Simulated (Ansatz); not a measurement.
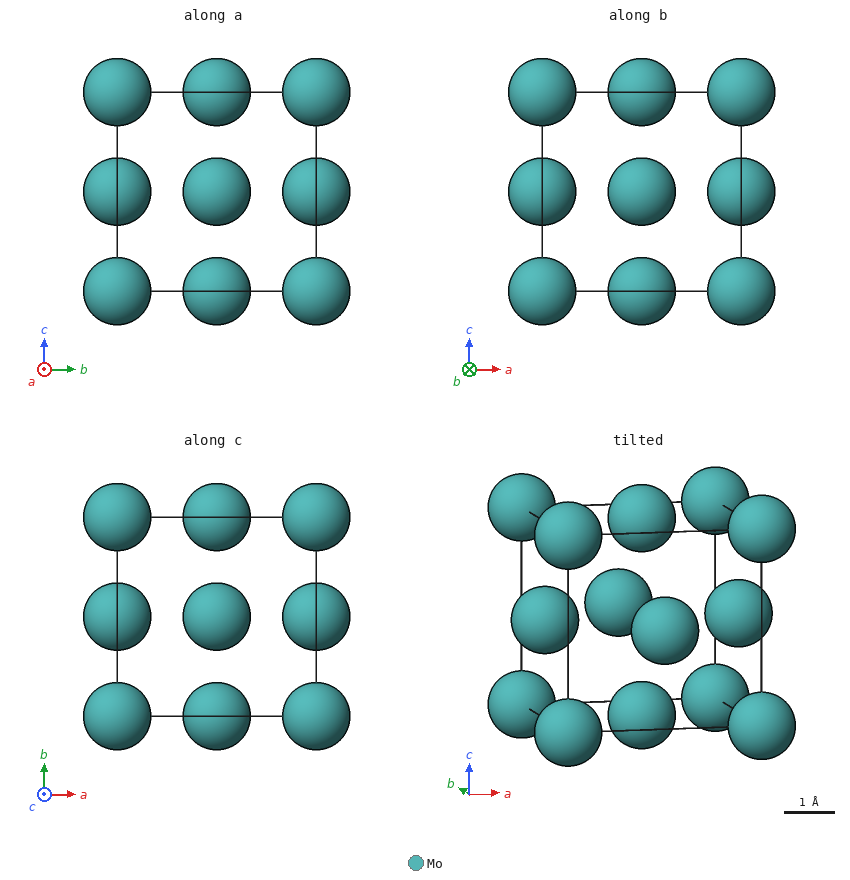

This spheres-only model is shown along the a axis, along the b axis, along the c axis and slightly off an axis. The outline marks the conventional unit cell.

Lattice parameters: a = 4.003 Å, b = 4.003 Å, c = 4.003 Å, α = 90.00°, β = 90.00°, γ = 90.00°.

**Convert the drawing into a table of Wyckoff sites.**

Space group Fm-3m (No. 225).
```csv
atom,site,x,y,z
Mo,4a,0.0000,0.0000,0.0000
```

It goes back to a structure type filled with this element by a generator (whether the element takes this form wasn't checked). Earlier steps of the study may have refined or changed the cell and positions. A calculation with Ansatz used it as input.

At this level of theory the cell isn't at rest (stretched, at -7 GPa), so its distances can differ from those at equilibrium, the more so the softer the solid.
